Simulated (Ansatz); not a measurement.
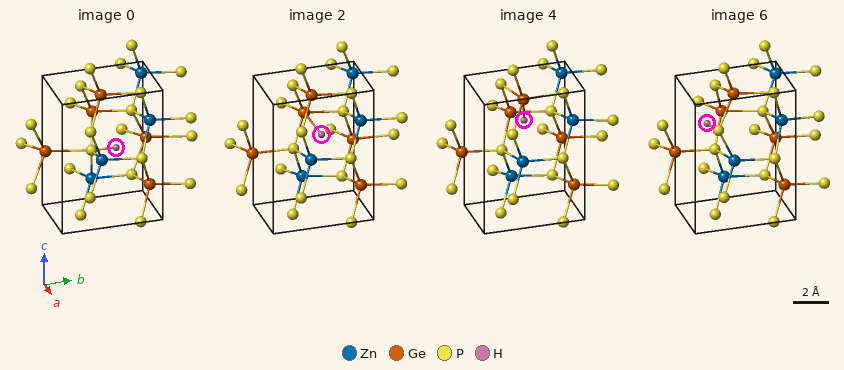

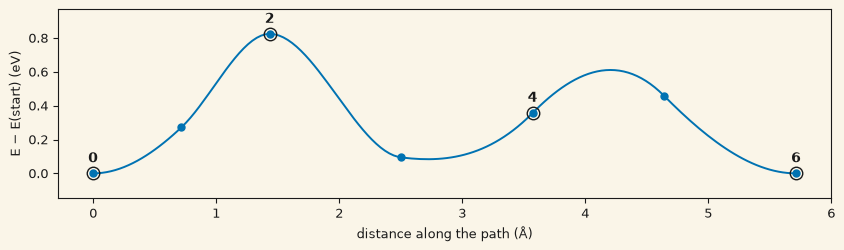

NEB run on a defect cell of composition Zn4Ge4P8H (cell charge −1) (17 atoms in the cell). Images are numbered from 0 (start) to 6 (end). A ball-and-stick model of the simulation cell (origin moved), seen slightly off an axis. The moving atom is ringed, with any periodic copies. Bonds to atoms that aren't drawn are left out.

Level of theory: DFT PBE, scalar-relativistic, plane waves, PAW (Ansatz 0.2.0). Settings: plane-wave cutoff 420 eV; k-point mesh 2 × 2 × 2; Gaussian smearing 0.02 eV; 5 movable images; climbing image.

Q: Read off the barrier and say what moves.

A: The path has more than one stage, and so few images may leave a stage unresolved. The H atom travels furthest, 3.62 Å from end to end, roughly along [0 −2 1], on a path that bends up to 1.11 Å away from the straight line. At the highest image its nearest neighbour (P) is 1.87 Å away, against 1.47 Å at the start, and the surrounding atoms stand up to 0.33 Å off the mean of their end positions. Breaking: H–P (1.47 → 2.53 Å). Forming: H–P (4.45 → 1.47 Å). The two ends have the same energy, and the highest point, image 2, lies 0.82 eV above the start. The profile has 2 maxima (images 2, 5) with a dip at image 3 (+0.09 eV), so the process runs in steps. The band converged in 26 iterations. The largest component of the band force went from 14 to 0.018 eV/Å. The climbing image converged on the top of the path. Its curvatures weren't checked.

Limits of the set-up: the periodic images lie only 6.7 Å apart, so the values are limited by the cell's size; the cell is charged, on a uniform background, and energies carry no finite-size correction.

Cost: 5.9 min on 4 threads of AMD EPYC 9R14 (Zen 4), on a shared host, peak memory 1.7 GiB.
